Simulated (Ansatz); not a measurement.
**Band-structure calculation, with input and output: CaSe (part 2 of 2)**

Continued. System: CaSe (P6₃/mmc, 4 atoms in the cell). Method: DFT, HSE06, plane waves, PAW, no spin polarisation (Ansatz 0.2.0); cutoff 420 eV, 6×6×4 k-mesh, fixed occupations. The structure was built on a prototype by a generator. The geometry comes from this level: r2SCAN (a point of a series of strains). It belongs to a series of runs on one base structure; here: epitaxial_xy strain +2.5%.

Geometry of the input (Å; fractional positions):
```
5.1307  0.0000  0.0000
-2.5654  4.4433  0.0000
0.0000  0.0000  5.8326
Ca 0.3333  0.6667  -0.0625
Ca 0.6667  0.3333  0.4375
Se 0.3333  0.6667  0.4375
Se 0.6667  0.3333  0.9375
```

## Output, continued
```
  k-point 1: bands = ["-45.3375", "-45.3375", "-45.3375", "-45.3375", "-45.3341", "-45.3340", "-45.3308", "-45.3308", "-45.3307", "-45.3307", "-39.1085", "-39.1027", "-18.6646", "-18.6646", "-18.6599", "-18.6434", "-18.6434", "-18.6102", "-8.3615", "-7.9626", "1.6537", "2.4138", "2.4138", "2.8576", "2.8576", "3.0260", "7.7389", "9.1876", "9.1876", "9.5346", "10.8218"]
  k-point 2: bands = ["-45.3375", "-45.3375", "-45.3375", "-45.3375", "-45.3340", "-45.3340", "-45.3307", "-45.3307", "-45.3307", "-45.3307", "-39.1057", "-39.1057", "-18.6538", "-18.6538", "-18.6538", "-18.6538", "-18.6385", "-18.6385", "-8.1092", "-8.1092", "1.9311", "1.9311", "2.5890", "2.5890", "2.5890", "2.5890", "8.5754", "8.5754", "10.2927", "10.2927", "10.2927"]
  k-point 20: bands = ["-45.3376", "-45.3376", "-45.3375", "-45.3375", "-45.3340", "-45.3340", "-45.3307", "-45.3307", "-45.3307", "-45.3307", "-39.1053", "-39.1053", "-18.7012", "-18.7012", "-18.6617", "-18.6617", "-18.6063", "-18.6063", "-7.9670", "-7.9670", "1.2271", "1.2271", "2.3879", "2.3879", "3.1551", "3.1551", "8.5320", "8.5320", "10.2512", "10.2512", "10.5635"]
```

## File bands.tsv
```
# k_distance	band_0	band_1	band_2	band_3	band_4	band_5	band_6	band_7	band_8	band_9	band_10	band_11	band_12	band_13	band_14	band_15	band_16	band_17	band_18	band_19	band_20	band_21	band_22	band_23	band_24	band_25	band_26	band_27	band_28	band_29	band_30
# fermi_ev = 3.964104
# lock_threshold_ev = 1e-6
# [0, 0, 0] at k_distance = 0.000000
# [0.5, 0, 0] at k_distance = 0.707033
# [0.3333333333, 0.3333333333, 0] at k_distance = 1.115238
# [0, 0, 0.5] at k_distance = 2.093321
# [0.5, 0, 0.5] at k_distance = 2.800354
# [0.3333333333, 0.3333333333, 0.5] at k_distance = 3.208560
# levels_relative_to = fermi_ev
# free_energy_ev = -14584.544866
# largest_residual_norms_ev = 6.763e-5 6.758e-5 3.453e-5 9.860e-5 1.290e-4 8.264e-5 3.291e-5 3.280e-5 3.314e-5 9.584e-5 9.736e-5 9.766e-5 3.219e-4 3.759e-4 2.183e-4 4.275e-4 2.820e-4 2.763e-4 3.582e-4 1.129e-3 8.899e-4 9.913e-4 9.917e-4 9.774e-4 1.199e-3 1.201e-3 7.025e-4 1.217e-3 1.224e-3 8.202e-4 1.649e-3
0.000000	-49.301649	-49.301649	-49.301622	-49.301622	-49.298201	-49.298123	-49.294894	-49.294894	-49.294763	-49.294763	-43.073730	-43.065534	-22.633306	-22.633306	-22.630942	-22.603312	-22.603312	-22.560460	-12.454702	-11.901745	-2.216719	-1.602048	-1.602048	-0.955959	-0.955959	0.000000	3.313696	4.741159	4.741159	5.781448	5.783232
0.707033	-49.301665	-49.301659	-49.301645	-49.301636	-49.298165	-49.298137	-49.294896	-49.294845	-49.294803	-49.294763	-43.070650	-43.067921	-22.646003	-22.641668	-22.627149	-22.606331	-22.603063	-22.582877	-12.160198	-11.975424	-2.267486	-1.725936	-1.610304	-1.404746	-0.979029	-0.446595	4.190499	4.284264	4.786179	5.817193	5.855401
1.115238	-49.301663	-49.301663	-49.301654	-49.301630	-49.298149	-49.298149	-49.294895	-49.294826	-49.294826	-49.294762	-43.069243	-43.069243	-22.647799	-22.635566	-22.635566	-22.604542	-22.594467	-22.594467	-12.054127	-12.054127	-2.177677	-1.653864	-1.653864	-1.302695	-1.302695	-0.485982	3.562918	3.938877	5.888060	6.213569	6.213569
2.093321	-49.301634	-49.301634	-49.301634	-49.301634	-49.298117	-49.298117	-49.294830	-49.294830	-49.294830	-49.294830	-43.069792	-43.069792	-22.617910	-22.617910	-22.617910	-22.617910	-22.602647	-22.602647	-12.073318	-12.073318	-2.033038	-2.033038	-1.375066	-1.375066	-1.375066	-1.375066	4.611316	4.611316	6.328553	6.328553	6.328553
2.800354	-49.301650	-49.301650	-49.301648	-49.301648	-49.298105	-49.298105	-49.294826	-49.294826	-49.294816	-49.294816	-43.069442	-43.069442	-22.663829	-22.663829	-22.622008	-22.622008	-22.573159	-22.573159	-11.946788	-11.946788	-2.778741	-2.778741	-1.266996	-1.266996	-1.014898	-1.014898	4.651020	4.651020	6.044519	6.044519	6.591337
3.208560	-49.301661	-49.301661	-49.301641	-49.301641	-49.298104	-49.298104	-49.294826	-49.294826	-49.294822	-49.294822	-43.069400	-43.069400	-22.665351	-22.665351	-22.625832	-22.625832	-22.570390	-22.570390	-11.931089	-11.931089	-2.737006	-2.737006	-1.576159	-1.576159	-0.808957	-0.808957	4.567903	4.567903	6.287140	6.287140	6.599427
```

## File v_z.tsv
```
# z_ang	v_es[eV]	v_tot[eV]
# format = ansatz-planar-average/11
# xc	hse06
# density_cutoff_ev	1680
# datasets	Ca=:simpson_from_first_knot:soft:fock:shift=0	Se=:simpson_from_first_knot:soft:fock:shift=0
# lattice	5.130736588	0.000000000	0.000000000
# lattice	-2.565368294	4.443348226	0.000000000
# lattice	0.000000000	0.000000000	5.832589732
# sites	4
# site	20	0.000000000	2.962232150	-0.364536858
# site	20	2.565368294	1.481116075	2.551758008
# site	34	0.000000000	2.962232150	2.551758008
# site	34	2.565368294	1.481116075	5.468052874
0.000000	3.557103e-1	-7.476797e0
0.145815	1.662114e0	-5.652081e0
0.291629	3.213372e0	-3.527377e0
0.437444	4.858785e0	-1.316743e0
0.583259	6.276775e0	5.954337e-1
0.729074	7.190261e0	1.816546e0
0.874888	7.699689e0	2.431337e0
1.020703	7.939858e0	2.819800e0
1.166518	7.939858e0	2.819800e0
1.312333	7.699689e0	2.431337e0
1.458147	7.190261e0	1.816546e0
1.603962	6.276775e0	5.954337e-1
1.749777	4.858785e0	-1.316743e0
1.895592	3.213372e0	-3.527377e0
2.041406	1.662114e0	-5.652081e0
2.187221	3.557103e-1	-7.476797e0
2.333036	-6.036513e-1	-8.835382e0
2.478851	-1.113101e0	-9.559702e0
2.624665	-1.113101e0	-9.559702e0
2.770480	-6.036513e-1	-8.835382e0
2.916295	3.557103e-1	-7.476797e0
3.062110	1.662114e0	-5.652081e0
3.207924	3.213372e0	-3.527377e0
3.353739	4.858785e0	-1.316743e0
3.499554	6.276775e0	5.954337e-1
3.645369	7.190261e0	1.816546e0
3.791183	7.699689e0	2.431337e0
3.936998	7.939858e0	2.819800e0
4.082813	7.939858e0	2.819800e0
4.228628	7.699689e0	2.431337e0
4.374442	7.190261e0	1.816546e0
4.520257	6.276775e0	5.954337e-1
4.666072	4.858785e0	-1.316743e0
4.811887	3.213372e0	-3.527377e0
4.957701	1.662114e0	-5.652081e0
5.103516	3.557103e-1	-7.476797e0
5.249331	-6.036513e-1	-8.835382e0
5.395146	-1.113101e0	-9.559702e0
5.540960	-1.113101e0	-9.559702e0
5.686775	-6.036513e-1	-8.835382e0
```

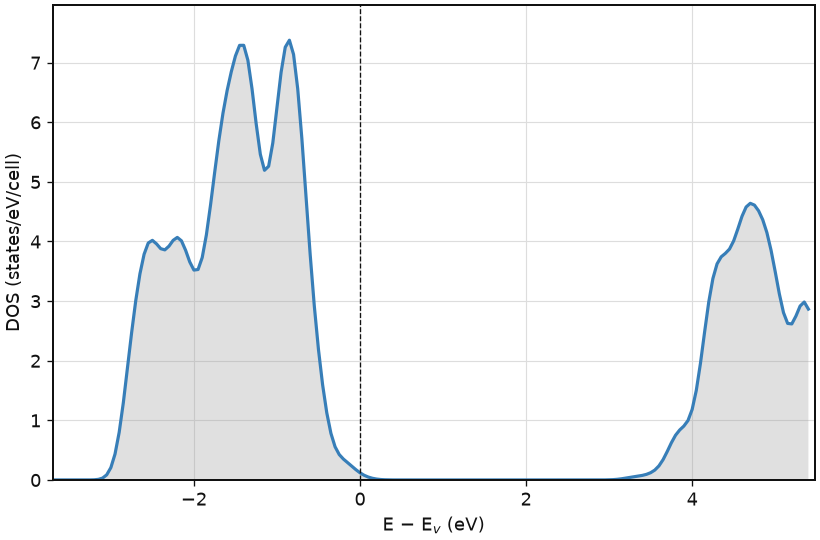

*Density of states (the curve is built from the levels of the k mesh with Gaussians 0.3 eV wide, which also blur the band edges), with energies from the valence-band top.*

There is a gap of 3.31 eV on the k-point mesh. Small ripples come from the finite k-point mesh.

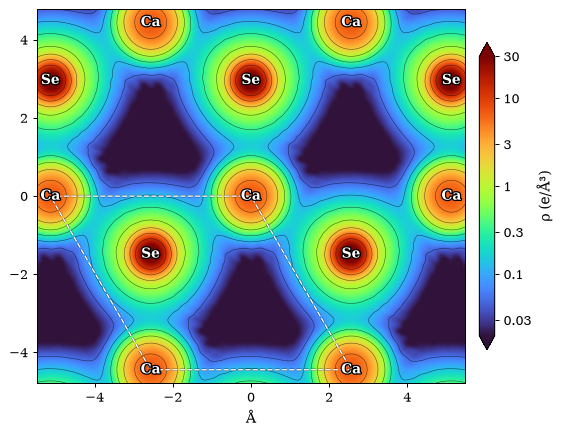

*Valence charge density (pseudo) on the (001) plane of the conventional cell.*

The section cuts through Ca and Se sites. Ca–Se (2.96 Å): ρ is about 0.2 e/Å³ halfway, with its minimum of 0.16 e/Å³ about 1.3 Å from Ca. Away from the nuclei the density in this plane falls to 0.005 e/Å³ at its lowest. Core electrons are frozen (PAW), so the fields are smoothed inside the atomic spheres.

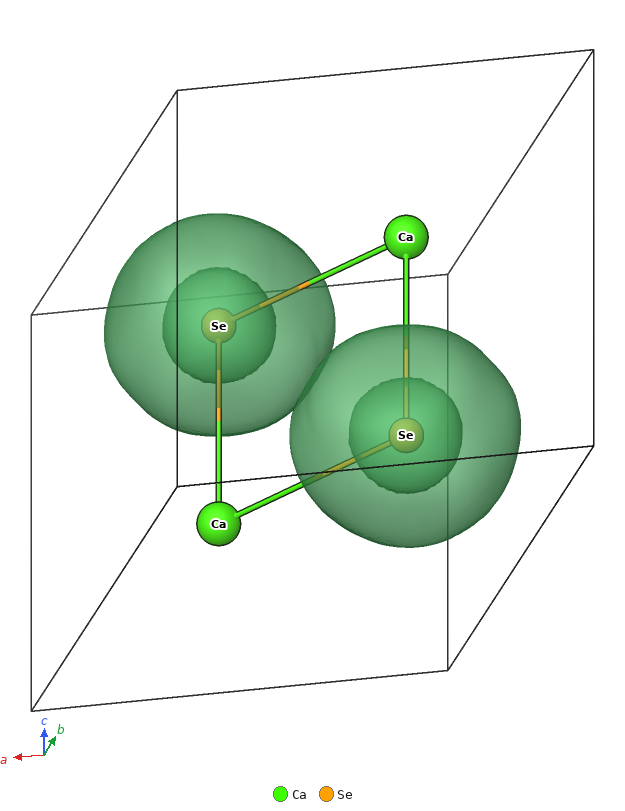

*Isosurface of the ELF at 0.75 (green), seen at an oblique angle. Core shells and regions of very low density are left out. Sticks mark near contacts. The outline is the cell set on symmetry axes.*

Along the contacts the grid gives the following.

## Results in brief

| quantity | value |
| --- | --- |
| outcome | converged |
| space group (tolerance 0.01 Å) | P6₃/mmc (194) |
| electrons treated | 52 |
| free energy | −14584.5449 eV |
| Fermi energy | 3.964 eV |
| gap on the k-point mesh | 3.31 eV |
| pressure | −1.10 GPa |
| largest force (length of the vector) | under 0.001 eV/Å |
| wall time | 12 min (CPU time 17 min) |
| peak memory | 1.8 GiB |

## Remarks

The program warns: the exchange loop's threshold is looser than advised for the stress; the SCF threshold is looser than advised for the printed stress.
